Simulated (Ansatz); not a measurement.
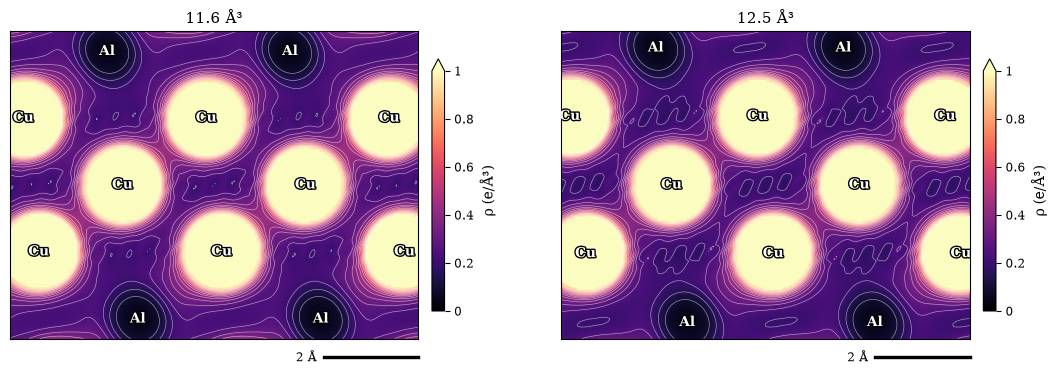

AlCu₃. The valence pseudo-density of cells scaled evenly to different volumes (given per atom above each panel), on the (011̄) plane of each (indices in the axes of the cell below), at one length scale and on one colour scale.

A point of a scan over the structure, not its minimum; a structure from a database of computed crystals, not necessarily the ambient phase; computed without spin polarisation; PAW files of the earlier set (soft_1).

Theory: DFT LDA, scalar-relativistic, plane waves, PAW (Ansatz 0.2.0).

In a PAW calculation such maps are meaningful between the atoms, not at the nuclei.

The largest cell:

```cif
data_structure
_symmetry_space_group_name_H-M 'P 1'
_symmetry_Int_Tables_number 1
_cell_length_a 3.9837
_cell_length_b 3.9837
_cell_length_c 3.9837
_cell_angle_alpha 65.411
_cell_angle_beta 65.411
_cell_angle_gamma 65.411
_cell_volume 49.97
loop_
_atom_site_label
_atom_site_type_symbol
_atom_site_fract_x
_atom_site_fract_y
_atom_site_fract_z
_atom_site_occupancy
Al1 Al 0.00000 0.00000 0.00000 1
Cu1 Cu 0.50000 0.50000 0.50000 1
Cu2 Cu 0.25000 0.25000 0.25000 1
Cu3 Cu 0.75000 0.75000 0.75000 1
```

| volume (Å³/atom) | Al–Cu contact in the plane (Å) | ρ at its midpoint (e/Å³) | pressure (GPa) | 
| --- | --- | --- | --- |
| 11.57 | 2.276 | 0.401 | 3.6 | 
| 12.03 | 2.306 | ? | ? | 
| 12.49 | 2.335 | 0.366 | −7.7 | 

### What values belong in the row with question marks?

Over the known rows ln ρ falls by 1.55 per Å of Al–Cu distance (the line through the two), which gives 0.383 e/Å³ at 2.306 Å; the calculation gives 0.383 e/Å³. For the pressure, a straight line in volume between the neighbouring rows gives −2.0 GPa; the calculation gives −2.7, lower because pressure rises ever faster on compression.
